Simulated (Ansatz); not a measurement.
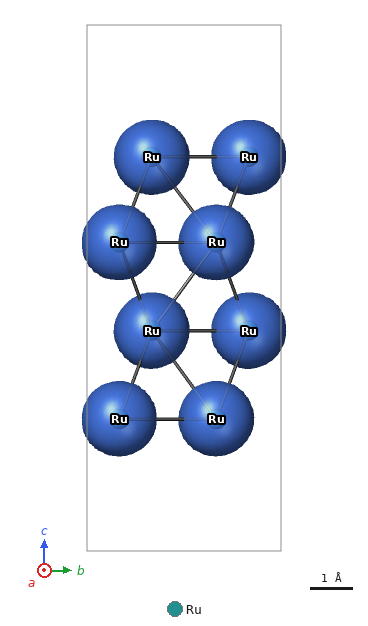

*Ru (slab). Isosurface of the valence charge density (pseudo) at 1 e/Å³ (blue), seen along the a axis. Sticks mark near contacts.*

Not relaxed (largest force 0.6 eV/Å); computed without spin polarisation; PAW files of the earlier set (soft_1).

Method: DFT PBE, scalar-relativistic, plane waves, PAW in Ansatz.

In a PAW calculation such maps are meaningful between the atoms, not at the nuclei.

```xyz
16
Lattice="5.4396 0.0000 0.0000 -2.7198 4.7108 0.0000 0.0000 0.0000 21.8663" Properties=species:S:1:pos:R:3 pbc="T T T"
Ru    1.3599    0.7852    4.0000
Ru    0.0000    3.1406    4.0000
Ru    4.0797    0.7852    4.0000
Ru    2.7198    3.1406    4.0000
Ru    0.0000    1.5703    6.1484
Ru   -1.3599    3.9257    6.1484
Ru    2.7198    1.5703    6.1484
Ru    1.3599    3.9257    6.1484
Ru    1.3599    0.7852    8.2891
Ru    0.0000    3.1406    8.2891
Ru    4.0797    0.7852    8.2891
Ru    2.7198    3.1406    8.2891
Ru    0.0000    1.5703   10.3664
Ru   -1.3599    3.9257   10.3664
Ru    2.7198    1.5703   10.3664
Ru    1.3599    3.9257   10.3664
```

What does this surface tell about the bonding?

At this value the density breaks into separate islands; it holds about 70 % of the electrons treated as valence (semicore included). It bridges none of the near contacts. It is pinched off along the sampled Ru–Ru (2.60 Å), Ru–Ru (2.65 Å) and Ru–Ru (2.72 Å) contacts. On the grid the lowest density along these lines, outside the cores, is 0.47 e/Å³ (Ru–Ru, 2.60 Å), 0.43 e/Å³ (Ru–Ru, 2.65 Å) and 0.37 e/Å³ (Ru–Ru, 2.72 Å).

Does the calculation give a band gap?

It is metallic or semimetallic at this level of theory: no gap opens.
